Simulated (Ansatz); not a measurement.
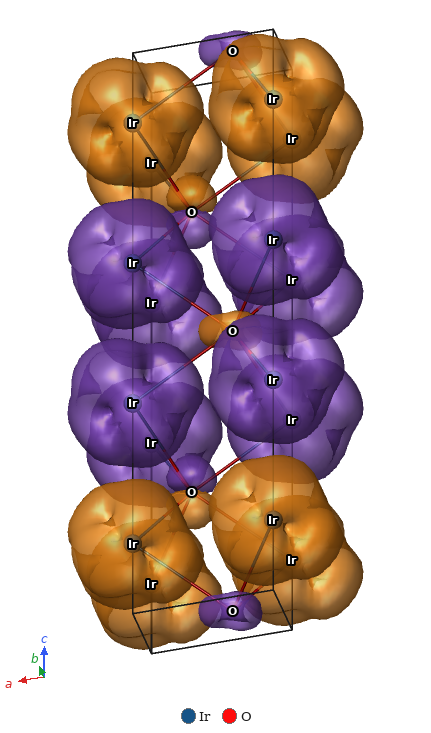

*IrO. Isosurfaces of the magnetisation density (up minus down) at +0.02 (orange) and −0.02 e/Å³ (purple), seen at an oblique angle. Sticks mark near contacts.*

Space group P6₃/mmc; started from the nickel arsenide prototype, which need not be the ambient phase; the program warned that a lower state may break the symmetry; spin-polarised.

Theory: DFT r2SCAN, scalar-relativistic, plane waves, PAW in Ansatz 0.2.0.

The density is the valence pseudo-density of a PAW calculation; it isn't the true density close to the nuclei.

```cif
data_structure
_symmetry_space_group_name_H-M 'P 1'
_symmetry_Int_Tables_number 1
_cell_length_a 3.1980
_cell_length_b 3.1980
_cell_length_c 10.5762
_cell_angle_alpha 90.000
_cell_angle_beta 90.000
_cell_angle_gamma 120.000
_cell_volume 93.67
loop_
_atom_site_label
_atom_site_type_symbol
_atom_site_fract_x
_atom_site_fract_y
_atom_site_fract_z
_atom_site_occupancy
Ir1 Ir 0.00000 0.00000 0.87500 1
Ir2 Ir 0.00000 0.00000 0.12500 1
O1 O 0.33333 0.66667 0.00000 1
O2 O 0.66667 0.33333 0.25000 1
Ir3 Ir 0.00000 0.00000 0.37500 1
Ir4 Ir 0.00000 0.00000 0.62500 1
O3 O 0.33333 0.66667 0.50000 1
O4 O 0.66667 0.33333 0.75000 1
```

### Which atoms carry the moments, and with what signs?

The spin density sits on Ir: +0.7 μB (×2) and −0.7 μB (×2) in one cell of 8 atoms: antiferromagnetic in this solution, which needn't be the ground state, with some nearest magnetic neighbours parallel and some opposed. The cell of the calculation (8 atoms) carries 0.0 μB of net spin moment.
